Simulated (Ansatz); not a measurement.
Input

```
crystal:
  lattice:
    - [0.0, 3.01, 3.01]
    - [3.01, 0.0, 3.01]
    - [3.01, 3.01, 0.0]
  atoms:
    - { symbol: Sn, position: [0.0, 0.0, 0.0] }
    - { symbol: Se, position: [0.5, 0.5, 0.5] }
basis:
  ecutwfc: 420
kpoints:
  mp_grid: { grid: [10, 10, 10] }
hamiltonian:
  xc: pbe
  dispersion: d3bj
scf:
  occupations: { method: gaussian, width: 0.02 }
output:
  forces: true
  stress: true
  eigenvalues: true
  write_density: true
  write_potential: true
  elf: true
  volumetric_format: npy
relax:
  adjacent_minimum: "off"
  f_tol: 0.005
  max_steps: 80
  cell: { stress_tol: 0.05 }
```

Run with:

```sh
ansatz run input.yaml --threads 1 --pin off --max-ram 2560MiB --backend cpu --events-out ev --progress --plain --runs-dir out
```

Below, planes, directions and counts refer to the conventional cell (a = 5.98 Å, b = 5.98 Å, c = 5.98 Å, α = 90.00°, β = 90.00°, γ = 90.00°).

The fields are those of the run's last geometry, not of the input's.

Space group Fm-3m.

All numbers below come from DFT PBE+D3(BJ), scalar-relativistic, plane waves, PAW (Ansatz 0.2.0).

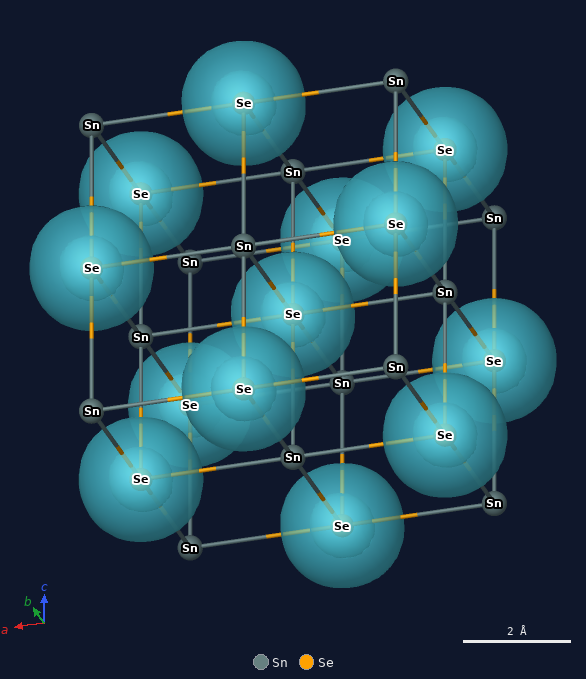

SnSe. Isosurface of the electron localisation function at 0.7 (cyan), seen at an oblique angle. Core shells and regions of very low density are left out. Sticks mark near contacts.

Describe the localisation domains.

The surface consists of four regions wrapped around Se (the valence shell of each), counted in one cell of 8 atoms. Any copies at cell faces, edges or corners count once. Profiles from the grid: Sn–Se (2.99 Å): the ELF is about 0.40 at the midpoint.

Does the calculation make it a metal, or give it a gap?

It is gapped, with a Kohn–Sham gap of 0.52 eV on the k-point mesh (the band edges may lie off the mesh, which would make the gap smaller).
